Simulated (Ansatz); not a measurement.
Consider HfS$_{2}$.

The calculation's input:

```
crystal:
  lattice:
    - [3.6058628294, 0.0, 0.0]
    - [-1.8029314147, 3.1227688128, 0.0]
    - [0.0, 0.0, 5.7703876524]
  atoms:
    - { symbol: Hf, position: [0.0, 0.0, 0.0] }
    - { symbol: S, position: [0.6666666667, 0.3333333333, 0.7476059812] }
    - { symbol: S, position: [0.3333333333, 0.6666666667, 0.2523940188] }
basis:
  ecutwfc: 420
kpoints:
  mp_grid: { grid: [12, 12, 6] }
  band_path:
    path:
      - [[0.0, 0.0, 0.0], [0.5, 0.0, 0.0], [0.33333333, 0.33333333, 0.0], [0.0, 0.0, 0.0], [0.0, 0.0, 0.5], [0.5, 0.0, 0.5], [0.33333333, 0.33333333, 0.5], [0.0, 0.0, 0.5]]
      - [[0.5, 0.0, 0.5], [0.5, 0.0, 0.0]]
      - [[0.33333333, 0.33333333, 0.5], [0.33333333, 0.33333333, 0.0]]
    npoints: 14
hamiltonian:
  xc: pbesol
scf:
  occupations: { method: gaussian, width: 0.02 }
  n_extra_bands: 7
output:
  forces: true
  stress: true
  eigenvalues: true
  populations: true
  dos: { projected: true, de: 0.02, nscf_kmesh: { grid: [18, 18, 9] } }
  bader: true
  write_density: true
  write_potential: true
  elf: true
  volumetric_format: npy
```

Command:

```sh
ansatz run input.yaml --threads 1 --pin off --max-ram 2560MiB --backend cpu --events-out ev --progress --plain --runs-dir out
```

Below, planes, directions and counts refer to the conventional cell (a = 3.61 Å, b = 3.61 Å, c = 5.77 Å, α = 90.00°, β = 90.00°, γ = 120.00°).

Space group P-3m1; a structure from a database of computed crystals, not necessarily the ambient phase.

The calculation used DFT PBEsol, scalar-relativistic, plane waves, PAW in Ansatz.

What can the converged valence pseudo-density and electron localisation function tell about the bonding?

Hf–S (2.54 Å): ρ is about 0.46 e/Å³ halfway; the ELF peaks at about 0.85 in the valence shell of S, 0.8 Å from its nucleus, and is about 0.40 at the midpoint.
Bader's partition of the density gives Hf +2.08 and S −1.04 e.

How much charge does the calculation move between the atoms?

Electrons move from Hf towards S. Bader charges: Hf +2.08 and S −1.04 e.

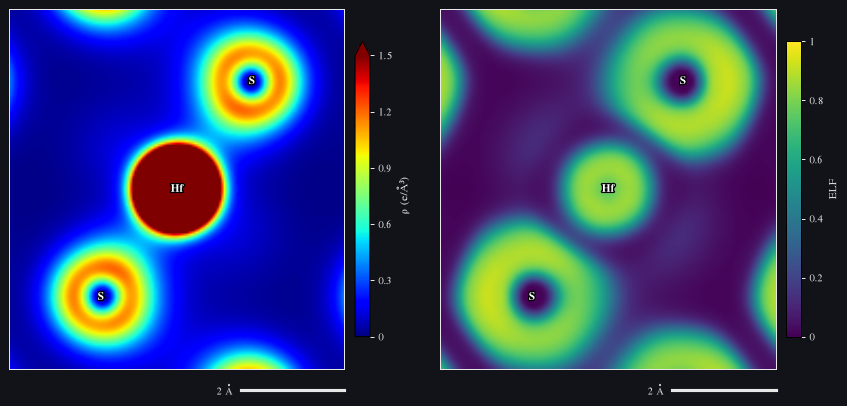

Computed valence pseudo-density and electron localisation function on the (110) plane of the conventional cell, in this order. 
